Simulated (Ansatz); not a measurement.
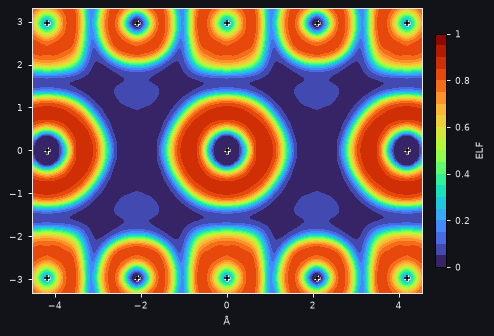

The electron localisation function on a plane through atoms (crosses mark nuclei in the plane).

Theory: Ansatz, DFT, r2SCAN, PAW with Ansatz's default frozen-core files, scalar-relativistic; relaxation of cell and atoms.

Candidates:
A. SnO, a = 3.79 Å, b = 3.79 Å, c = 4.96 Å, α = 90.00°, β = 90.00°, γ = 90.00°. Space group P4/nmm; changed on purpose from its base cell (in-plane strain -0.005, out-of-plane length and atoms relaxed by PAW).
B. BaZrO3, a = 4.19 Å, b = 4.19 Å, c = 4.19 Å, α = 90.00°, β = 90.00°, γ = 90.00°. Space group Pm-3m.
C. MgSe, a = 3.89 Å, b = 3.89 Å, c = 5.46 Å, α = 90.00°, β = 90.00°, γ = 90.00°. Space group I4/mmm; changed on purpose from its base cell (in-plane strain +0.005, out-of-plane length and atoms relaxed by PAW).

Q: Which candidate gave the map?

A: Candidate B: BaZrO3 on the (101̄) plane of the conventional cell, which holds Ba, Zr and O. Zr–O (2.09 Å): the ELF peaks at about 0.85 in the valence shell of O, 0.6 Å from its nucleus, and drops to about 0.20 between the two atoms: no localised pair shows between them. Ba–O (2.96 Å): the ELF is about 0.10 at the midpoint; a largely ionic contact.
